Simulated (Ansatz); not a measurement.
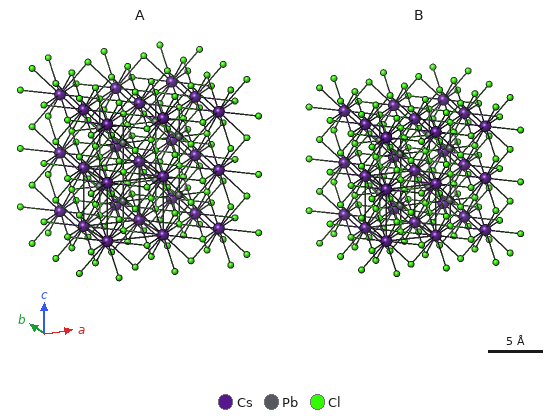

Two geometries of solid CsPbCl₃ (built on the cubic perovskite type), drawn at one scale. One is the start of a relaxation, the other its converged end. The picture is a ball-and-stick view of the cell of the calculation, repeated 2 × 2 × 2 with one cell outlined, seen slightly off an axis.

These are results of DFT, PBEsol, plane waves, PAW (Ansatz), not measurements. Set-up: plane-wave cutoff 420 eV; k-point mesh 4 × 4 × 4; occupations fermi dirac; smearing width 0.03 eV; no spin polarisation; cell and atoms relaxed; force threshold 0.01 eV/Å; at most 120 steps.

Q: Which one is relaxed?

A: Structure A is the relaxed one. The energy falls by 2.457 eV per cell of the calculation in 5 accepted moves (7 points after the start). All forces vanish by symmetry, so only the cell relaxes. The pressure goes from 20.37 to 0.01 GPa. The SCF was repeated twice at an unchanged geometry on a basis and grid sized afresh for the cell, which shifted the energy by 14.5 meV per cell of the calculation at most. No atom moves by more than 0.005 Å relative to the cell. The drawn cell changes as follows: a = b = c 4.993 → 5.624 Å (+12.6 %); the volume changes by +42.9 %. Some distances before and after: Cl–Cs 3.531 → 3.977 Å, Cl–Pb 2.496 → 2.812 Å. The space group stays Pm-3m (No. 221). The run took 41 s on 2 threads of Intel(R) Xeon(R) Processor @ 2.50GHz (Skylake/Cascade Lake), on a shared host, peak memory 0.47 GiB.
